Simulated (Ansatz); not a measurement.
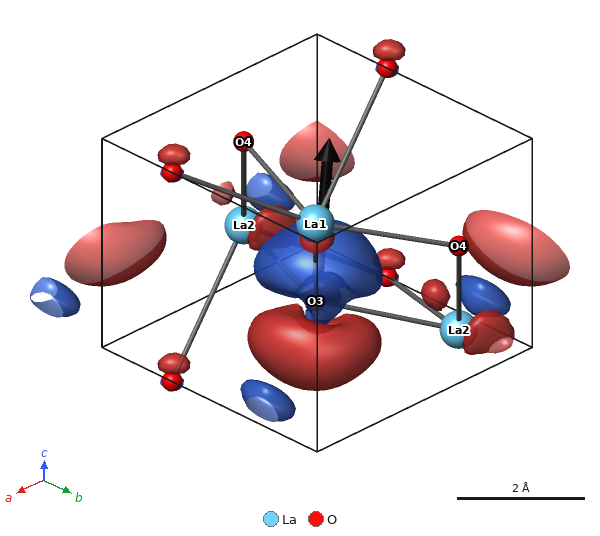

*La₂O₃. O3 was moved by 0.10 Å roughly along [−2 −2 1] in the axes of the cell drawn (arrow, not to scale). Change of the density less the rigid motion of the neutral atom's own density: blue surfaces at +0.008 and red ones at −0.008 e/Å³, in the cell of the calculation (origin moved) seen along [111].*

Space group P-3m1. The cell comes from a database of computed structures, not from a measurement.

Level of theory: Ansatz, DFT PBE, scalar-relativistic, plane waves, PAW.

In a PAW calculation such maps are meaningful between the atoms, not at the nuclei.

```
CELL_PARAMETERS angstrom
3.93078 0.00000 0.00000
-1.96539 3.40415 0.00000
0.00000 0.00000 6.11195
ATOMIC_POSITIONS crystal
La 0.66667 0.33333 0.75376
La 0.33333 0.66667 0.24624
O 0.64543 0.31449 0.36410
O 0.33333 0.66667 0.64589
O 0.00000 0.00000 0.00000
```

Q: Describe the electronic response.

A: About 0.09 e is rearranged in the cell. Outside the cores the largest gain, 0.03 e/Å³, lies 0.8 Å from an oxygen nucleus, and the largest loss lies there too, on other sides.

Q: What restoring force does the calculation give for this move?

A: The force on it changes by 0.73 eV/Å along the move, against it: a stiffness of about 7.3 eV/Å² for this sublattice shift.

Run times: 67 s (moved atom) and 38 s (base cell), on 2 threads of Intel(R) Xeon(R) Processor @ 2.50GHz (Skylake/Cascade Lake), on a shared host.
